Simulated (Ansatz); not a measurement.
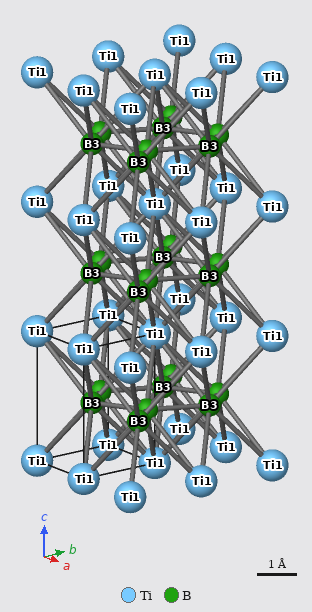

Reference structure: a symmetric starting cell of TiB2 (made from another compound by putting Ti in place of Hf). Style: ball-and-stick. Shown: the cell of the calculation, repeated 2 × 2 × 3 with one cell outlined, slightly off an axis.

These are results of DFT PBE, scalar-relativistic, plane waves, PAW in Ansatz 0.2.0, not measurements. (plane-wave cutoff 420 eV; k-point mesh 15 × 15 × 12; occupations gaussian; smearing width 0.1 eV; no spin polarisation)

Now this is done to it. The cell is strained by −0.4 % along c and +1.1 % across it (volume +1.7 %), the atoms keeping their fractional coordinates. No relaxation follows. The starting cell wasn't computed here and needn't be at equilibrium, so pressure and forces aren't due to the change alone.

What is the effect?

The pressure is −17.2 GPa (not all of it need come from the change, since the unchanged cell can be under pressure at this level too). The principal stresses (compression positive) are −20.5 GPa along c and −15.5 GPa across it. All forces vanish by symmetry. Near-neighbour distances before and after: B–B 1.765 → 1.784 Å, B–Ti 2.447 → 2.455 Å. The space group stays P6/mmm (No. 191).
